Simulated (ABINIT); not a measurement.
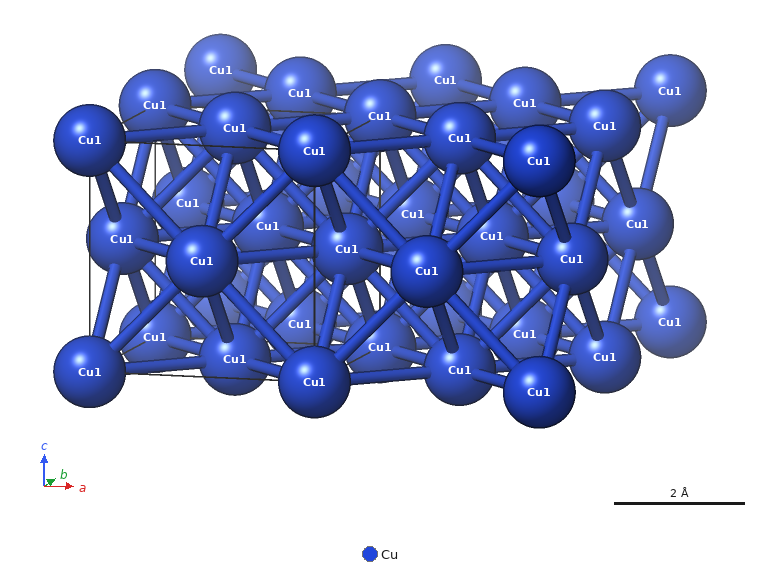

*The structure (ball-and-stick view of the cell 4 times as large as that of the calculation, set on its symmetry axes, repeated 2 × 2 × 1, seen slightly off an axis; atoms are numbered from 1 in the order of the input). An atom can appear more than once, as a periodic image.*

**Phonons q calculation, with input and output: Cu**

System: Cu (Fm-3m, 1 atom in the cell).
Method: Kohn-Sham DFT of a periodic cell, LDA, PseudoDojo NC SR LDA v0.4.1 standard, no spin polarisation (ABINIT 10.8.3).

The structure derives from an entry of the Crystallography Open Database.

### Input
```
ndtset 2

pp_dirpath "./"
pseudos "Cu.upf"

acell 3*1.0
rprim
     0.0000000000     3.4156799703     3.4156799703
     3.4156799703     0.0000000000     3.4156799703
     3.4156799703     3.4156799703     0.0000000000
ntypat 1
znucl 29
natom 1
typat 1
xred
            0.0            0.0            0.0

ecut 46.0

ngkpt 16 16 16
nshiftk 1
shiftk 0.0 0.0 0.0

ixc 7

nband 18
occopt 4
tsmear 0.1 eV

nstep 80

prteig 0
prtebands 0
prtwf 0
prtden 0
prtpot 0

kptopt1 1
tolvrs1 1.0e-15
prtwf1 1
tolwfr1 1.0e-14
nbdbuf1 4
nline1 6

rfphon2 1
rfatpol2 1 1
rfdir2 1 1 1
getwfk2 1
kptopt2 3
nqpt2 1
qpt2 1/2 1/2 1/2
tolvrs2 1.0e-9
```

Machine: 4 threads of Intel Xeon (Granite Rapids), 192 GiB of memory available, shared host.

Launch command:
```bash
mpirun --bind-to none -np 4 abinit run.abi > log 2>&1
```

### Output
```
.Version 10.8.3 of ABINIT
 DATASET    1 : space group Fm -3 m (#225); Bravais cF (face-center cubic)
================================================================================
 Values of the parameters that define the memory need for DATASET  1.
     intxc =       0    ionmov =       0      iscf =       7    lmnmax =       6
     lnmax =       6     mgfft =      30  mpssoang =       3    mqgrid =    3001
     natom =       1  nloc_mem =       1    nspden =       1   nspinor =       1
    nsppol =       1      nsym =      48    n1xccc =    2501    ntypat =       1
    occopt =       4   xclevel =       1
       mpw =        1219          nfft =       27000          nkpt =         145
================================================================================
================================================================================

 DATASET    2 : space group Fm -3 m (#225); Bravais cF (face-center cubic)
================================================================================
 Values of the parameters that define the memory need for DATASET  2 (RF).
     intxc =       0      iscf =       7    lmnmax =       6     lnmax =       6
     mgfft =      30  mpssoang =       3    mqgrid =    3001     natom =       1
  nloc_mem =       1    nspden =       1   nspinor =       1    nsppol =       1
      nsym =      48    n1xccc =    2501    ntypat =       1    occopt =       4
   xclevel =       1
      nfft =       27000          nkpt =        4096
================================================================================
================================================================================

--------------------------------------------------------------------------------
------------- Echo of variables that govern the present computation ------------
--------------------------------------------------------------------------------
 -outvars: echo values of preprocessed input variables --------
            acell      1.0000000000E+00  1.0000000000E+00  1.0000000000E+00 Bohr
              amu      6.35460000E+01
             ecut      4.60000000E+01 Hartree
           getwfk1          0
           getwfk2          1
                       outvar_i_n : Printing only first  50 k-points.
              ixc           7
           jdtset        1    2
                       outvar_i_n : Printing only first  50 k-points.
           kptopt1          1
           kptopt2          3
         kptrlatt       16    0    0      0   16    0      0    0   16
          kptrlen      7.72880150E+01
            natom           1
            nband1         18
            nband2         18
           nbdbuf1          4
           nbdbuf2          2
           ndtset           2
            ngfft          30      30      30
             nkpt1        145
             nkpt2       4096
            nline1          6
            nline2          4
             nqpt1          0
             nqpt2          1
            nstep          80
             nsym          48
           ntypat           1
                       prtocc : prtvol=0, do not print more k-points.
                       prtocc : prtvol=0, do not print more k-points.
           occopt           4
        optdriver1          0
        optdriver2          1
           prtden           0
        prtebands           0
           prteig           0
            prtwf1          1
            prtwf2          0
              qpt1     0.00000000E+00  0.00000000E+00  0.00000000E+00
              qpt2     5.00000000E-01  5.00000000E-01  5.00000000E-01
           rfphon1          0
           rfphon2          1
            rprim      0.0000000000E+00  3.4156799703E+00  3.4156799703E+00
                       3.4156799703E+00  0.0000000000E+00  3.4156799703E+00
                       3.4156799703E+00  3.4156799703E+00  0.0000000000E+00
          spgroup         225
           tolvrs1     1.00000000E-15
           tolvrs2     1.00000000E-09
           tolwfr1     1.00000000E-14
           tolwfr2     0.00000000E+00
           tsmear      3.67493222E-03 Hartree
            typat      1
                       outvars : Printing only first  50 k-points.
            znucl       29.00000

================================================================================

 chkinp: Checking input parameters for consistency, jdtset=   1.

 chkinp: Checking input parameters for consistency, jdtset=   2.

================================================================================
== DATASET  1 ==================================================================

--- !DatasetInfo
iteration_state: {dtset: 1, }
dimensions: {natom: 1, nkpt: 145, mband: 18, nsppol: 1, nspinor: 1, nspden: 1, mpw: 1219, }
cutoff_energies: {ecut:  46.0, pawecutdg:  -1.0, }
electrons: {nelect:   1.90000000E+01, charge:   0.00000000E+00, occopt:   4.00000000E+00, tsmear:   3.67493222E-03, }
meta: {optdriver: 0, ionmov: 0, optcell: 0, iscf: 7, paral_kgb: 0, }
...

 Exchange-correlation functional for the present dataset will be:
  LDA: Perdew-Wang 92 LSD fit to Ceperley-Alder data - ixc=7
  J.P.Perdew and Y.Wang, PRB 45, 13244 (1992)

 Real(R)+Recip(G) space primitive vectors, cartesian coordinates (Bohr,Bohr^-1):
 R(1)=  0.0000000  3.4156800  3.4156800  G(1)= -0.1463837  0.1463837  0.1463837
 R(2)=  3.4156800  0.0000000  3.4156800  G(2)=  0.1463837 -0.1463837  0.1463837
 R(3)=  3.4156800  3.4156800  0.0000000  G(3)=  0.1463837  0.1463837 -0.1463837
 Unit cell volume ucvol=  7.9700586E+01 bohr^3
 Angles (23,13,12)=  6.00000000E+01  6.00000000E+01  6.00000000E+01 degrees

 getcut: wavevector=  0.0000  0.0000  0.0000  ngfft=  30  30  30
         ecut(hartree)=     46.000   => boxcut(ratio)=   2.03642

--- Pseudopotential description ------------------------------------------------
- pspini: atom type   1  psp file is ./Cu.upf
  29.00000  19.00000  180309                  znucl, zion, pspdat
12 -1012 2 -1 1456                            pspcod,pspxc,lmax,lloc,mmax
     nproj     2     2     2

   4.13404248E+02                                ecore*ucvol(ha*bohr**3)
--------------------------------------------------------------------------------

================================================================================

--- !BeginCycle
iteration_state: {dtset: 1, }
solver: {iscf: 7, nstep: 80, nline: 6, wfoptalg: 0, }
tolerances: {tolwfr: 1.00E-14, tolvrs: 1.00E-15, }
...

     iter   Etot(hartree)      deltaE(h)  residm     vres2
 ETOT  1  -189.33151800930    -1.893E+02 1.940E-01 3.071E+02
 ETOT  2  -189.21354053243     1.180E-01 6.031E-05 8.045E+02
 ETOT  3  -189.46036584588    -2.468E-01 6.426E-03 2.229E+00
 ETOT  4  -189.46097665753    -6.108E-04 9.906E-06 1.279E-01
 ETOT  5  -189.46101346514    -3.681E-05 8.774E-07 2.786E-04
 ETOT  6  -189.46101352914    -6.400E-08 5.184E-09 9.386E-05
 ETOT  7  -189.46101355615    -2.701E-08 5.309E-10 1.546E-06
 ETOT  8  -189.46101355660    -4.426E-10 1.229E-11 1.986E-09
 ETOT  9  -189.46101355660    -4.462E-12 1.574E-14 8.147E-12
 ETOT 10  -189.46101355660    -1.023E-12 9.099E-15 1.032E-13
 ETOT 11  -189.46101355660     9.663E-13 8.985E-15 8.879E-16

 At SCF step   11  max residual=  8.98E-15 < tolwfr=  1.00E-14 AND vres2   =  8.88E-16 < tolvrs=  1.00E-15 =>converged.

 Cartesian components of stress tensor (hartree/bohr^3)
  sigma(1 1)=  4.39782347E-04  sigma(3 2)=  0.00000000E+00
  sigma(2 2)=  4.39782347E-04  sigma(3 1)=  0.00000000E+00
  sigma(3 3)=  4.39782347E-04  sigma(2 1)=  0.00000000E+00

--- !ResultsGS
iteration_state: {dtset: 1, }
comment   : Summary of ground state results
lattice_vectors:
- [  0.0000000,   3.4156800,   3.4156800, ]
- [  3.4156800,   0.0000000,   3.4156800, ]
- [  3.4156800,   3.4156800,   0.0000000, ]
lattice_lengths: [   4.83050,    4.83050,    4.83050, ]
lattice_angles: [ 60.000,  60.000,  60.000, ] # degrees, (23, 13, 12)
lattice_volume:   7.9700586E+01
convergence: {deltae:  9.663E-13, res2:  8.879E-16, residm:  8.985E-15, diffor: null, }
etotal    :  -1.89461014E+02
entropy   :   0.00000000E+00
fermie    :   3.48897836E-01
cartesian_stress_tensor: # hartree/bohr^3
- [  4.39782347E-04,   0.00000000E+00,   0.00000000E+00, ]
- [  0.00000000E+00,   4.39782347E-04,   0.00000000E+00, ]
- [  0.00000000E+00,   0.00000000E+00,   4.39782347E-04, ]
pressure_GPa:  -1.2939E+01
xred      :
- [  0.0000E+00,   0.0000E+00,   0.0000E+00, Cu]
cartesian_forces: # hartree/bohr
- [ -0.00000000E+00,  -0.00000000E+00,  -0.00000000E+00, ]
force_length_stats: {min:   0.00000000E+00, max:   0.00000000E+00, mean:   0.00000000E+00, }
...

 Integrated electronic density in atomic spheres:
 ------------------------------------------------
 Atom  Sphere_radius  Integrated_density
    1        2.00000         17.35713801
================================================================================

 ----iterations are completed or convergence reached----

 Mean square residual over all n,k,spin=   12.137E-16; max=  89.847E-16
 reduced coordinates (array xred) for    1 atoms
       0.000000000000      0.000000000000      0.000000000000
 rms dE/dt=  0.0000E+00; max dE/dt=  0.0000E+00; dE/dt below (all hartree)
    1       0.000000000000      0.000000000000      0.000000000000

 cartesian coordinates (angstrom) at end:
    1      0.00000000000000     0.00000000000000     0.00000000000000

 cartesian forces (hartree/bohr) at end:
    1     -0.00000000000000    -0.00000000000000    -0.00000000000000
 frms,max,avg= 0.0000000E+00 0.0000000E+00   0.000E+00  0.000E+00  0.000E+00 h/b

 cartesian forces (eV/Angstrom) at end:
    1     -0.00000000000000    -0.00000000000000    -0.00000000000000
 frms,max,avg= 0.0000000E+00 0.0000000E+00   0.000E+00  0.000E+00  0.000E+00 e/A
 length scales=  1.000000000000  1.000000000000  1.000000000000 bohr
              =  0.529177210544  0.529177210544  0.529177210544 angstroms
 Fermi (or HOMO) energy (hartree) =   0.34890   Average Vxc (hartree)=  -0.50909
 Eigenvalues (hartree) for nkpt= 145  k points:
 kpt#   1, nband= 18, wtk=  0.00024, kpt=  0.0000  0.0000  0.0000 (reduced coord)
  -3.75697   -2.20562   -2.20562   -2.20562    0.00275    0.23959    0.23959    0.23959
   0.27130    0.27130    1.18545    1.27265    1.27265    1.27265    1.36492    1.36492
   1.36492    1.51352
      occupation numbers for kpt#   1
   2.00000    2.00000    2.00000    2.00000    2.00000    2.00000    2.00000    2.00000
   2.00000    2.00000    0.00000    0.00000    0.00000    0.00000    0.00000    0.00000
   0.00000    0.00000
 prteigrs : prtvol=0 or 1, do not print more k-points.

--- !EnergyTerms
iteration_state     : {dtset: 1, }
comment             : Components of total free energy in Hartree
kinetic             :  8.68150821381402E+01
hartree             :  5.62929876418810E+01
xc                  : -2.30264007536538E+01
Ewald energy        : -1.21142438924813E+02
psp_core            :  5.18696622548416E+00
local_psp           : -1.60032643405780E+02
non_local_psp       : -3.35545713611776E+01
internal            : -1.89461018439918E+02
'-kT*entropy'       :  4.88331642472836E-06
total_energy        : -1.89461013556602E+02
total_energy_eV     : -5.15549681844373E+03
band_energy         : -1.81254953326603E+01
...

 Cartesian components of stress tensor (hartree/bohr^3)
  sigma(1 1)=  4.39782347E-04  sigma(3 2)=  0.00000000E+00
  sigma(2 2)=  4.39782347E-04  sigma(3 1)=  0.00000000E+00
  sigma(3 3)=  4.39782347E-04  sigma(2 1)=  0.00000000E+00

-Cartesian components of stress tensor (GPa)         [Pressure= -1.2939E+01 GPa]
- sigma(1 1)=  1.29388434E+01  sigma(3 2)=  0.00000000E+00
- sigma(2 2)=  1.29388434E+01  sigma(3 1)=  0.00000000E+00
- sigma(3 3)=  1.29388434E+01  sigma(2 1)=  0.00000000E+00

================================================================================
== DATASET  2 ==================================================================

--- !DatasetInfo
iteration_state: {dtset: 2, }
dimensions: {natom: 1, nkpt: 4096, mband: 18, nsppol: 1, nspinor: 1, nspden: 1, mpw: 1243, }
cutoff_energies: {ecut:  46.0, pawecutdg:  -1.0, }
electrons: {nelect:   1.90000000E+01, charge:   0.00000000E+00, occopt:   4.00000000E+00, tsmear:   3.67493222E-03, }
meta: {optdriver: 1, rfphon: 1, }
...

 mkfilename : getwfk/=0, take file _WFK from output of DATASET   1.

 Exchange-correlation functional for the present dataset will be:
  LDA: Perdew-Wang 92 LSD fit to Ceperley-Alder data - ixc=7
  J.P.Perdew and Y.Wang, PRB 45, 13244 (1992)

 Real(R)+Recip(G) space primitive vectors, cartesian coordinates (Bohr,Bohr^-1):
 R(1)=  0.0000000  3.4156800  3.4156800  G(1)= -0.1463837  0.1463837  0.1463837
 R(2)=  3.4156800  0.0000000  3.4156800  G(2)=  0.1463837 -0.1463837  0.1463837
 R(3)=  3.4156800  3.4156800  0.0000000  G(3)=  0.1463837  0.1463837 -0.1463837
 Unit cell volume ucvol=  7.9700586E+01 bohr^3
 Angles (23,13,12)=  6.00000000E+01  6.00000000E+01  6.00000000E+01 degrees
 setup1 : take into account q-point for computing boxcut.

 getcut: wavevector=  0.5000  0.5000  0.5000  ngfft=  30  30  30
         ecut(hartree)=     46.000   => boxcut(ratio)=   1.96694

--- Pseudopotential description ------------------------------------------------
- pspini: atom type   1  psp file is ./Cu.upf
  29.00000  19.00000  180309                  znucl, zion, pspdat
12 -1012 2 -1 1456                            pspcod,pspxc,lmax,lloc,mmax
     nproj     2     2     2

--------------------------------------------------------------------------------

 ==>  initialize data related to q vector <==

 The list of irreducible perturbations for this q vector is:
    1)    idir= 1    ipert=   1

================================================================================

 The perturbation idir=   2  ipert=   1 is
 symmetric of a previously calculated perturbation.
 So, its SCF calculation is not needed.

 The perturbation idir=   3  ipert=   1 is
 symmetric of a previously calculated perturbation.
 So, its SCF calculation is not needed.

--------------------------------------------------------------------------------
 Perturbation wavevector (in red.coord.)   0.500000  0.500000  0.500000
 Perturbation : displacement of atom   1   along direction   1
 Found     2 symmetries that leave the perturbation invariant.
 symkpt : the number of k-points, thanks to the symmetries,
 is reduced to  2176 .

--------------------------------------------------------------------------------

--------------------------------------------------------------------------------

 dfpt_looppert : total number of electrons, from k and k+q
  fully or partially occupied states are    1.900000E+01 and    1.900000E+01.
 Initialisation of the first-order wave-functions :
  ireadwf=   0

--- !BeginCycle
iteration_state: {dtset: 2, }
solver: {iscf: 7, nstep: 80, nline: 4, wfoptalg: 0, }
tolerances: {tolvrs: 1.00E-09, }
...

     iter   2DEtotal(Ha)        deltaE(Ha) residm    vres2
-ETOT  1   3.9993511445730     -1.233E+04 6.525E+01 4.759E+02
 ETOT  2   2.1365351328598     -1.863E+00 1.787E+01 1.381E+02
 ETOT  3   2.1134595879932     -2.308E-02 8.931E+00 2.510E-01
 ETOT  4   2.1134265276535     -3.306E-05 1.248E+01 1.899E-01
 ETOT  5   2.1135077438842      8.122E-05 3.967E+00 4.512E-01
 ETOT  6   2.1133908870263     -1.169E-04 1.913E+01 1.591E-03
 ETOT  7   2.1133905974923     -2.895E-07 6.213E+00 7.681E-06
 ETOT  8   2.1133905954532     -2.039E-09 1.583E+01 5.020E-07
 ETOT  9   2.1133905954041     -4.911E-11 3.929E-01 1.672E-08
 ETOT 10   2.1133905952258     -1.783E-10 1.431E+00 3.255E-08
 ETOT 11   2.1133905950167     -2.092E-10 2.665E-01 2.821E-11

 At SCF step   11       vres2   =  2.82E-11 < tolvrs=  1.00E-09 =>converged.
================================================================================

 ----iterations are completed or convergence reached----

 Mean square residual over all n,k,spin=   24.017E-06; max=  26.649E-02

 2DEtotal=    0.2113390595E+01 Ha. Also 2DEtotal=    0.575082877696E+02 eV
    (2DErelax=   -1.2327439139E+04 Ha. 2DEnonrelax=    1.2329552530E+04 Ha)
    (  non-var. 2DEtotal :    2.1133885442E+00 Ha)

================================================================================

 ---- first-order wavefunction calculations are completed ----

 ==> Compute Derivative Database <==

  Dynamical matrix, in cartesian coordinates,
   if specified in the inputs, asr has been imposed
     j1       j2             matrix element
  dir pert dir pert     real part    imaginary part

   1    1   1    1         0.0599057423         0.0000000042
   1    1   2    1         0.0306664751        -0.0000000042
   1    1   3    1         0.0306664751        -0.0000000042

   2    1   1    1         0.0306664751        -0.0000000042
   2    1   2    1         0.0599057423         0.0000000042
   2    1   3    1         0.0306664751        -0.0000000042

   3    1   1    1         0.0306664751        -0.0000000042
   3    1   2    1         0.0306664751        -0.0000000042
   3    1   3    1         0.0599057423         0.0000000042

  Phonon wavevector (reduced coordinates) :  0.50000  0.50000  0.50000
 Phonon energies in Hartree :
   5.024109E-04  5.024109E-04  1.023049E-03
 Phonon frequencies in cm-1    :
   1.102665E+02  1.102665E+02  2.245333E+02

== END DATASET(S) ==============================================================
================================================================================

 -outvars: echo values of variables after computation  --------
            acell      1.0000000000E+00  1.0000000000E+00  1.0000000000E+00 Bohr
           etotal1    -1.8946101356E+02
           etotal2     2.1133905950E+00
            fcart1    -0.0000000000E+00 -0.0000000000E+00 -0.0000000000E+00
            fcart2     0.0000000000E+00  0.0000000000E+00  0.0000000000E+00
            rprim      0.0000000000E+00  3.4156799703E+00  3.4156799703E+00
                       3.4156799703E+00  0.0000000000E+00  3.4156799703E+00
                       3.4156799703E+00  3.4156799703E+00  0.0000000000E+00
           strten1     4.3978234712E-04  4.3978234712E-04  4.3978234712E-04
                       0.0000000000E+00  0.0000000000E+00  0.0000000000E+00
           strten2     0.0000000000E+00  0.0000000000E+00  0.0000000000E+00
                       0.0000000000E+00  0.0000000000E+00  0.0000000000E+00
 Calculation completed.
```

### Summary

```tsv
quantity	value
outcome	converged
space group (tolerance 0.01 Å)	Fm-3m (225)
electrons treated	19
free energy	−5155.4968 eV
Fermi energy	9.494 eV
gap on the k-point mesh	none (metallic)
pressure	−12.94 GPa
largest force (length of the vector)	under 0.001 eV/Å
wall time	3.7 min (CPU time 15 min)
peak memory	2.6 GiB
```

### Notes

Further notes kept with the run: chneut/=0 not allowed with q/=0 => chneut reset to 0 locally; asr/=0 not allowed with q/=0 => asr reset to 0 locally. The cell is under a tension of 12.9 GPa at this level, so it is not at its equilibrium volume.
